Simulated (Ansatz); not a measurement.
**Geometry relaxation, with input and output: CdTe (part 1 of 2)**

System: CdTe (F-43m, 2 atoms in the cell).
Method: DFT, PBE, PAW with Ansatz's default frozen-core files, scalar-relativistic, no spin polarisation (Ansatz 0.2.0).

The structure was built on a prototype by a generator; it need not be a known phase. It belongs to a series of runs on one base structure; here: bulk cell relaxed. Figures and captions count atoms from 1; the log counts them from 0 in places.

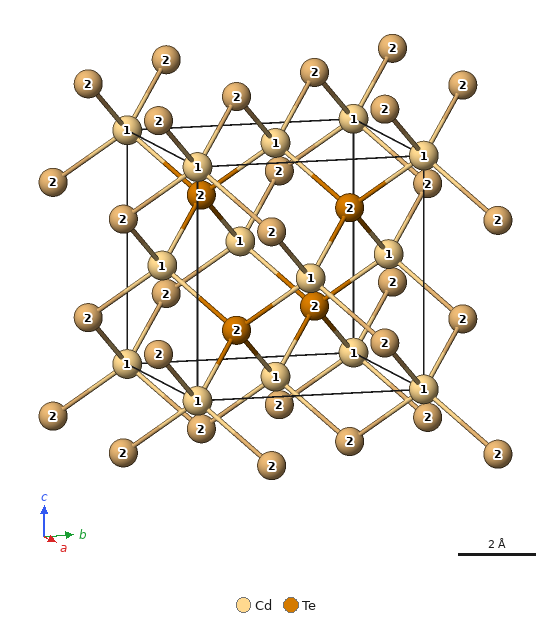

**Figure 1.** The structure as given in the input (ball-and-stick view of the cell 4 times as large as that of the calculation, set on its symmetry axes, seen slightly off an axis; neighbours outside the cell are drawn fainter; atoms are numbered from 1 in the order of the input). Near neighbours in the crystal (not all of them lie inside the picture): Cd has 4 Te at 2.69 Å; Te has 4 Cd at 2.69 Å.

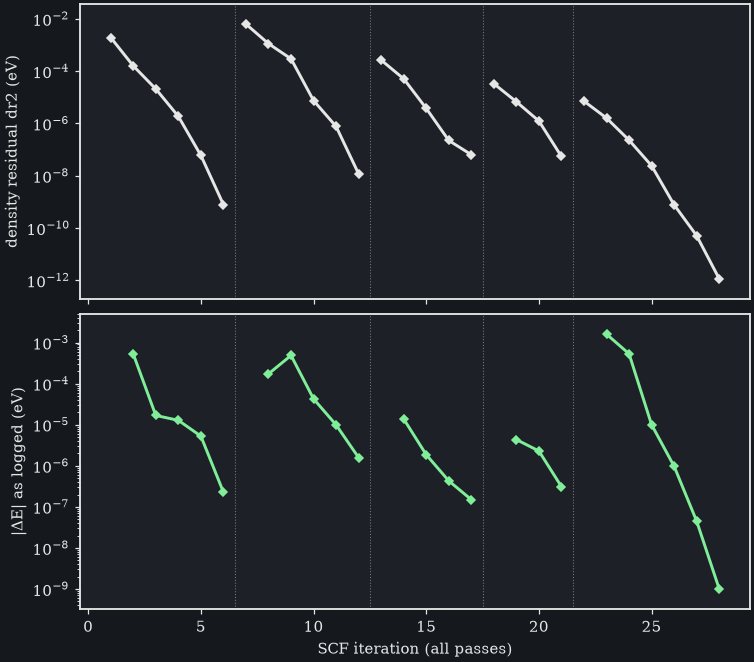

**Figure 2.** Convergence of the self-consistent field: density residual dr2 and size of the energy change against the SCF iteration. The dotted lines part the SCF passes of the relaxation: geometry steps, rejected trials and re-solves on a re-selected basis. The 5 passes take 4 to 7 iterations each, 28 in all.

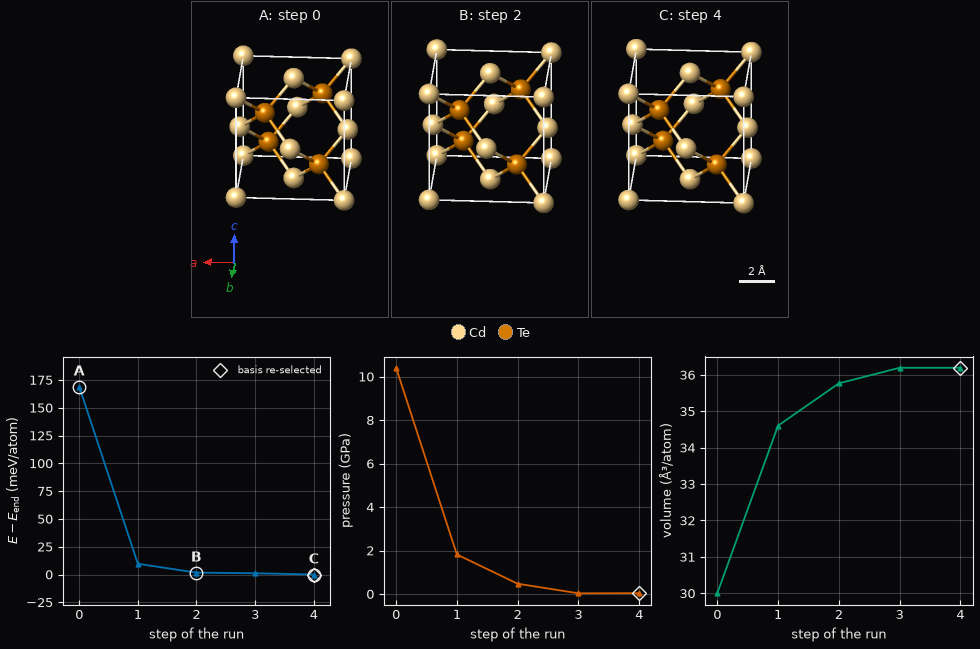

**Figure 3.** Frames of the relaxation (ball-and-stick view of the cell 4 times as large as that of the calculation, set on its symmetry axes, seen at an oblique angle) above the curves, on which the letters mark them (the first geometry is step 0 here and step 1 in the log).

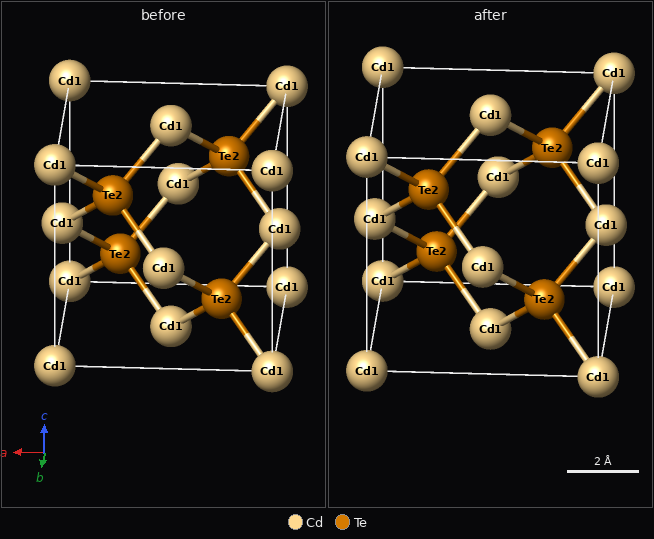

**Figure 4.** Before (left) and after (right) the relaxation, at one scale (ball-and-stick view of the cell 4 times as large as that of the calculation, set on its symmetry axes, seen at an oblique angle). The energy falls by 168 meV per atom in 3 geometry steps. All forces vanish by symmetry, so only the cell relaxes. The pressure goes from 10.41 to 0.04 GPa. The atoms keep their places relative to the cell (all moves are under 0.005 Å). The drawn cell changes as follows: a = b = c 6.214 → 6.616 Å (+6.5 %); the volume changes by +20.7 %. Distances before and after: Cd1–Te2 2.691 → 2.865 Å. The space group stays F-43m (No. 216). A last SCF at the same geometry on a re-selected plane-wave basis shifts the energy by −1.1 meV per atom. (Atoms are counted from 1 in the order of the input.)

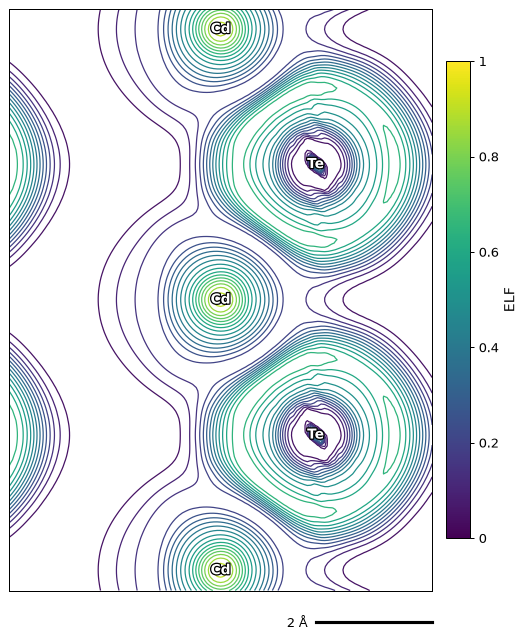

**Figure 5.** Electron localisation function on the (011) plane of the conventional cell. The section cuts through Cd and Te sites. Cd–Te (2.86 Å): the ELF peaks at about 0.70 in the valence shell of Te, 1.2 Å from its nucleus, and drops to about 0.15 between the two atoms. The strong features right at Cd lie inside the PAW spheres (semicore, d or f shells) and say nothing about bonding. In a PAW calculation such maps are meaningful between the atoms, not at the nuclei.

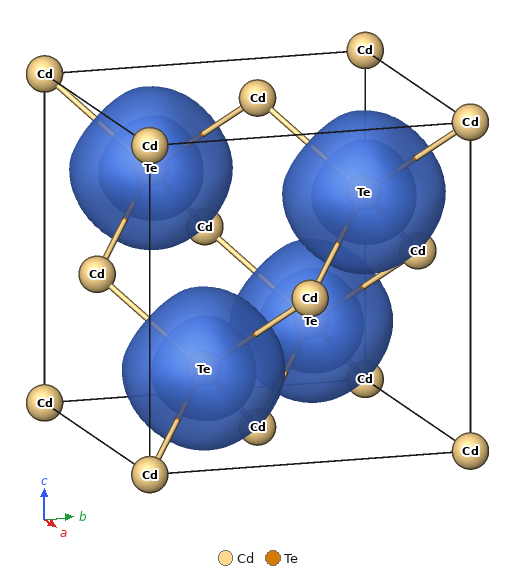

**Figure 6.** Isosurface of the electron localisation function at 0.55 (blue), seen slightly off an axis. Core shells and regions of very low density are left out. Sticks mark near contacts. The outline is the cell set on symmetry axes. Profiles from the grid: Cd–Te (2.86 Å): the ELF peaks at about 0.70 in the valence shell of Te, 1.2 Å from its nucleus, and drops to about 0.15 between the two atoms.

The input and output of the run follow.

**The input**
```yaml
crystal:
  lattice:
    - [0.0, 3.107232506, 3.107232506]
    - [3.107232506, 0.0, 3.107232506]
    - [3.107232506, 3.107232506, 0.0]
  atoms:
    - { symbol: Cd, position: [0.0, 0.0, 0.0] }
    - { symbol: Te, position: [0.25, 0.25, 0.25] }
kpoints:
  mp_grid: { grid: [9, 9, 9] }
scf:
  occupations: { method: fermi_dirac, width: 0.02 }
hamiltonian:
  xc: pbe
  pseudopotentials: { kind: paw }
output:
  forces: true
  stress: true
  write_density: true
  write_potential: true
  elf: true
  volumetric_format: npy
relax:
  f_tol: 0.005
  max_steps: 40
  cell: {}
```

Run as:
```bash
ansatz run input.yaml --threads 1 --pin off --max-ram 3584MiB --backend cpu --events-out ev --progress --plain --runs-dir out
```

**The program's output**
```
Engine: ansatz 0.2.0, x86_64-unknown-linux-gnu
Pseudopotentials: kind: paw
Pseudopotential: Cd, paw, valence charge 20, recommended cutoff 420 eV (normal), Cd.paw.azcp
Pseudopotential: Te, paw, valence charge 16, recommended cutoff 420 eV (normal), Te.paw.azcp
Functional definition: PBE
  parameter kappa = 0.804
  parameter beta = 0.06672455060314922
  exchange = pbe_x(kappa = kappa, mu = beta*pi^2/3)
  correlation = pbe_c(beta = beta)
Crystal: 2 atoms, lattice volume = 60.000 Å³
Basis set: ecut = 420 eV, 1211 PW (Γ), exchange–correlation on 60×60×60 points (8 copies of the dense FFT grid, shifted against one another)
Bands: 22, of which v1, the nominal top of the filled ones, is band 18 counted from 1 (17 counted from 0)
Symmetry: 24 space group operations
Space group: F-43m (ITA 216), of the structure as read, at distance tolerance 3.9e-5 Å
k-points: 35 of 729 (time reversal used)
Non-local potential: Cd, projectors of the file, l = 0: 3, l = 1: 2, l = 2: 2, l = 3: 1
Non-local potential: Te, projectors of the file, l = 0: 2, l = 1: 2, l = 2: 2, l = 3: 2
PAW form: soft (Blöchl's): semilocal exchange-correlation on the pseudo side does not see the compensation charge
PAW one-centre angular grid: Cd, 590 points (default); XC on 64 Gauss nodes
PAW one-centre angular grid: Te, 590 points (default); XC on 64 Gauss nodes
Initial density: superposition of atomic densities (neutral atoms: chi_scale 0, normalization atom), corrected by the library's trained network
Initial wavefunctions: pseudopotential atomic-orbital guess
Functional: x = pbe(κ = 0.804, μ = 0.2195149727645171), c = pbe(β = 0.06672455060314922)
SCF iter   1: F=—  HF=-15235.001568 eV  |F-HF|=—  |Δ(HF+E_count)|=         —  Δρ=1.25e-3  dr2=1.93e-3  ethr=1.77e-3  ⟨swp⟩=6.2  Hψ=3702  notcnv=0
preconditioner: auto → none  [insulator: Δε(μ)=1.150 eV  Ē_g=11.979 eV  σ=0.020 eV  W_gap=1.00  n_scr=14 (ndim 8)  ℏωp=20.3 eV  f_vac=0.153  D(μ)=0.00/eV (n_scr^D=0)  ε∞_Penn≈3.9]
SCF iter   2: F=—  HF=-15235.001044 eV  |F-HF|=—  |Δ(HF+E_count)|=   5.24e-4  Δρ=5.23e-4  dr2=1.59e-4  ethr=5.36e-6  ⟨swp⟩=2.2  Hψ=1520  notcnv=0
SCF iter   3: F=—  HF=-15235.001061 eV  |F-HF|=—  |Δ(HF+E_count)|=   1.68e-5  Δρ=1.90e-4  dr2=2.09e-5  ethr=4.42e-7  ⟨swp⟩=2.2  Hψ=1372  notcnv=0
SCF iter   4: F=—  HF=-15235.001074 eV  |F-HF|=—  |Δ(HF+E_count)|=   1.28e-5  Δρ=6.29e-5  dr2=1.87e-6  ethr=5.82e-8  ⟨swp⟩=2.0  Hψ=1077  notcnv=0
iter 5 did not close the SCF: its close was put off for the readings that it lacked (scf_convergence_deferred on its scf_iter line)
SCF iter   5: F=-15235.001079 eV  HF=-15235.001079 eV  |F-HF|=1.88e-7  |Δ(HF+E_count)|=   5.27e-6  Δρ=1.24e-5  dr2=5.99e-8  ethr=5.19e-9  ⟨swp⟩=2.0  Hψ=1085  notcnv=0
SCF iter   6: F=-15235.001079 eV  HF=-15235.001079 eV  |F-HF|=1.18e-9  |Δ(HF+E_count)|=   2.28e-7  Δρ=1.51e-6  dr2=7.91e-10  ethr=1.66e-10  ⟨swp⟩=6.9  Hψ=4687  notcnv=0
SCF 1 converged in 6 iterations: F = -15235.001079 eV  dr2 = 7.91e-10
  greatest PAW one-centre occupation: 1.000 electrons in one spin orbital (limit 2), on the Cd atom at site 0 (counted from 0), in its partial waves of l = 0
relax step   1: F+E_penalty+E_count = -15235.00107916 eV  Δ(F+E_penalty+E_count) = +0.000e0 eV  max|allowed force component| = 8.674e-17 eV/Å  Δτ_max = 0.0000 Å  P = +10.409 GPa  Ω = 60.000 Å³  (6 SCF iters, dr2 threshold 1.00e-7 eV, accepted)
Crystal: 2 atoms, lattice volume = 69.210 Å³
Basis set: ecut = 420 eV, 1363 PW (Γ), exchange–correlation on 60×60×60 points (8 copies of the dense FFT grid, shifted against one another)
Initial density: handed on by an earlier stage of this run
Initial wavefunctions: those handed on with the density
iter 1 solved again at ethr=1.71e-5 eV; its pass at ethr=3.10e-3 eV (dr2=6.16e-3 eV) is discarded
SCF iter   1: F=—  HF=-15235.319277 eV  |F-HF|=—  |Δ(HF+E_count)|=         —  Δρ=3.14e-3  dr2=6.32e-3  ethr=1.71e-5  ⟨swp⟩=2.0  Hψ=5161  notcnv=0
preconditioner: auto → none  [insulator: Δε(μ)=0.746 eV  Ē_g=11.357 eV  σ=0.020 eV  W_gap=1.00  n_scr=14 (ndim 8)  ℏωp=18.9 eV  f_vac=0.206  D(μ)=0.00/eV (n_scr^D=0)  ε∞_Penn≈3.8]
SCF iter   2: F=—  HF=-15235.319450 eV  |F-HF|=—  |Δ(HF+E_count)|=   1.73e-4  Δρ=1.15e-3  dr2=1.13e-3  ethr=1.71e-5  ⟨swp⟩=2.0  Hψ=1190  notcnv=0
SCF iter   3: F=—  HF=-15235.319936 eV  |F-HF|=—  |Δ(HF+E_count)|=   4.86e-4  Δρ=7.02e-4  dr2=2.97e-4  ethr=3.15e-6  ⟨swp⟩=2.0  Hψ=1225  notcnv=0
SCF iter   4: F=—  HF=-15235.319893 eV  |F-HF|=—  |Δ(HF+E_count)|=   4.26e-5  Δρ=1.14e-4  dr2=7.52e-6  ethr=8.26e-7  ⟨swp⟩=2.0  Hψ=1362  notcnv=0
SCF iter   5: F=—  HF=-15235.319903 eV  |F-HF|=—  |Δ(HF+E_count)|=   9.91e-6  Δρ=3.68e-5  dr2=7.68e-7  ethr=2.09e-8  ⟨swp⟩=2.1  Hψ=1078  notcnv=0
SCF iter   6: F=-15235.319905 eV  HF=-15235.319905 eV  |F-HF|=4.33e-8  |Δ(HF+E_count)|=   1.58e-6  Δρ=3.93e-6  dr2=1.18e-8  ethr=5.56e-10  ⟨swp⟩=9.5  Hψ=4807  notcnv=0
SCF 2 converged in 6 iterations: F = -15235.319905 eV  dr2 = 1.18e-8
relax step   2: F+E_penalty+E_count = -15235.31990470 eV  Δ(F+E_penalty+E_count) = -3.188e-1 eV  max|allowed force component| = 4.221e-17 eV/Å  Δτ_max = 0.0000 Å  P = +1.820 GPa  Ω = 69.210 Å³  energy of the carried Pulay correction = -2.154e-3 eV  (6 SCF iters, dr2 threshold 2.00e-7 eV, accepted)
Crystal: 2 atoms, lattice volume = 71.533 Å³
Basis set: ecut = 420 eV, 1411 PW (Γ), exchange–correlation on 60×60×60 points (8 copies of the dense FFT grid, shifted against one another)
iter 1 solved again at ethr=6.19e-7 eV; its pass at ethr=3.10e-3 eV (dr2=2.23e-4 eV) is discarded
```
